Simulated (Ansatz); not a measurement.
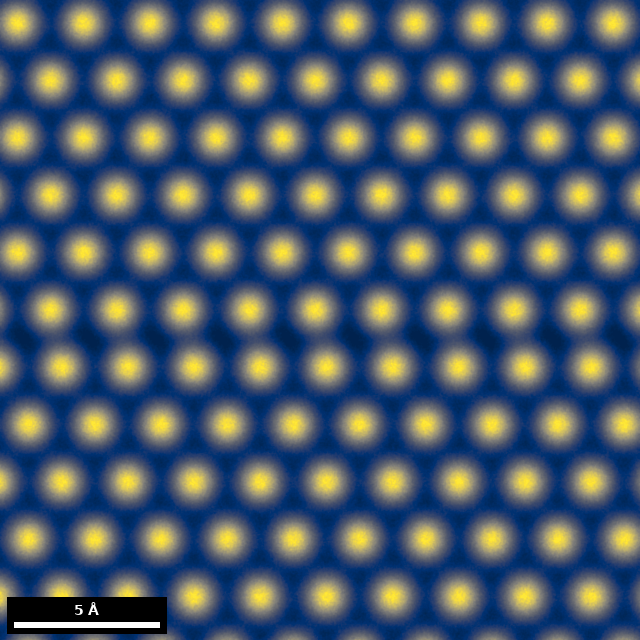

Dark-field STEM-like image of Ni (Im-3m, No. 229) along [111]. Simulation: incoherent imaging, intensity Z^1.7 per atom, probe width 1.20 Å, thin sample. Shot noise was added.

One planar defect was built into the perfect crystal by geometry alone, without relaxation. Host structure: the input geometry of an electronic-structure calculation (not necessarily at equilibrium); the starting structure was generated, so it need not be a known form of this composition.

Q: Where does the periodic pattern break, and how?

A planar fault (a stacking fault) runs horizontally about 12 Å below the top edge. The part above it is shifted along the boundary by 1/3 of the 2.28 Å repeat of the rows (0.8 Å to the right, the same as 1.5 Å to the left); both parts keep the same orientation.
